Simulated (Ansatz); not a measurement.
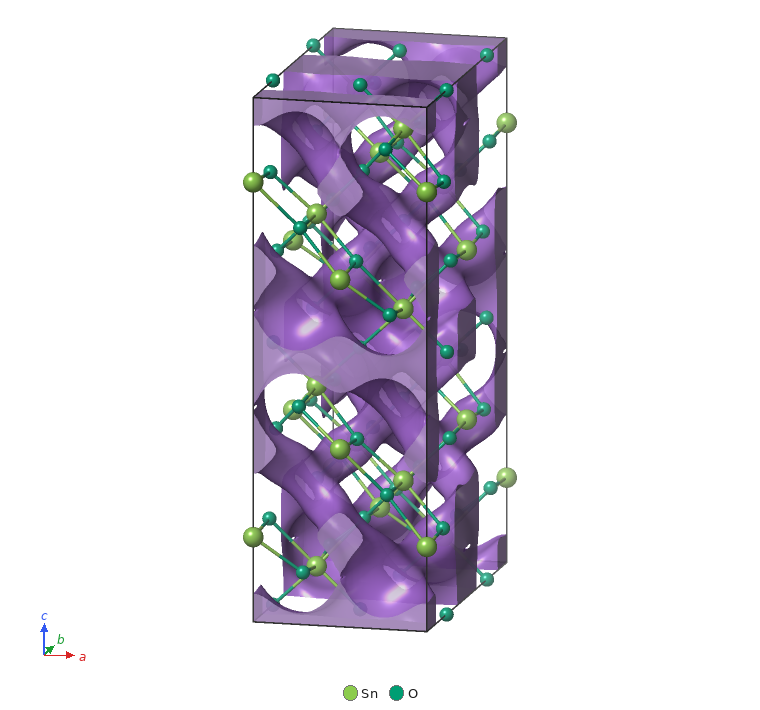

Crystal voids of Sn$_{5}$O$_{12}$ in space group F222: the purple surface encloses the regions where the procrystal electron density, the sum of the densities of spherically averaged neutral Hartree-Fock atoms, is below 0.01 e/bohr³ (1×1×1 cells, view slightly off an axis). No self-consistent density enters. Pale faces close the region where the drawn box cuts it. From Rb on the atoms have core potentials, so only their outer electrons count. The usual level for crystal voids is 0.002 e/bohr³; this crystal has almost no region below it, so a higher level is used, which marks the interstitial space of lowest density.

Source of the atomic positions: coordinates from a relaxation in a fixed cell with DFT PBEsol, scalar-relativistic, plane waves, PAW in Ansatz 0.2.0.

```
Sn O
1.0
     5.67317    0.00000    0.00000
     0.00000   10.24815    0.00000
     0.00000    0.00000   17.01950
Sn O
20 48
Cartesian
  4.2549 7.6861 1.3254
  1.4183 7.6861 4.2549
  1.4183 7.6861 15.6941
  2.8366 5.1241 2.7510
  2.8366 5.1241 14.2685
  4.2549 2.5620 9.8351
  1.4183 2.5620 12.7646
  1.4183 2.5620 7.1844
  2.8366 0.0000 11.2608
  2.8366 0.0000 5.7587
  1.4183 7.6861 9.8351
  4.2549 7.6861 12.7646
  4.2549 7.6861 7.1844
  0.0000 5.1241 11.2608
  0.0000 5.1241 5.7587
  1.4183 2.5620 1.3254
  4.2549 2.5620 4.2549
  4.2549 2.5620 15.6941
  0.0000 0.0000 2.7510
  0.0000 0.0000 14.2685
  0.0000 7.7131 0.0000
  2.8198 7.2580 2.8841
  0.0167 7.2580 5.6257
  1.3514 5.6649 15.4516
  4.3218 5.6649 1.5679
  1.4183 5.5847 4.2549
  2.8366 7.6592 0.0000
  0.0167 8.1142 2.8841
  2.8198 8.1142 5.6257
  1.4852 9.7073 15.4516
  4.1880 9.7073 1.5679
  1.4183 9.7875 4.2549
  0.0000 2.5890 8.5097
  2.8198 2.1339 11.3938
  0.0167 2.1339 14.1354
  1.3514 0.5408 6.9418
  4.3218 0.5408 10.0777
  1.4183 0.4607 12.7646
  2.8366 2.5351 8.5097
  0.0167 2.9902 11.3938
  2.8198 2.9902 14.1354
  1.4852 4.5833 6.9418
  4.1880 4.5833 10.0777
  1.4183 4.6634 12.7646
  2.8366 7.7131 8.5097
  5.6564 7.2580 11.3938
  2.8533 7.2580 14.1354
  4.1880 5.6649 6.9418
  1.4852 5.6649 10.0777
  4.2549 5.5847 12.7646
  0.0000 7.6592 8.5097
  2.8533 8.1142 11.3938
  5.6564 8.1142 14.1354
  4.3218 9.7073 6.9418
  1.3514 9.7073 10.0777
  4.2549 9.7875 12.7646
  2.8366 2.5890 0.0000
  5.6564 2.1339 2.8841
  2.8533 2.1339 5.6257
  4.1880 0.5408 15.4516
  1.4852 0.5408 1.5679
  4.2549 0.4607 4.2549
  0.0000 2.5351 0.0000
  2.8533 2.9902 2.8841
  5.6564 2.9902 5.6257
  4.3218 4.5833 15.4516
  1.3514 4.5833 1.5679
  4.2549 4.6634 4.2549
```

### What share of the cell is void by this measure?

The voids take about 26 % of the cell (260 Å³ of 989.5 Å³) and are bounded by about 560 Å² of surface per cell.

### Are the voids connected in the whole crystal?

Where they connect, they form a three-dimensional network.

### How low does the density fall, and where?

To about 0.0023 e/bohr³ near 0.00, 0.50, 0.00 (fractional), 2.1 Å from the nearest nucleus.

### At what density do the voids first join through the crystal?

At about 0.0044 e/bohr³, as a two-dimensional network in layers parallel to (001).
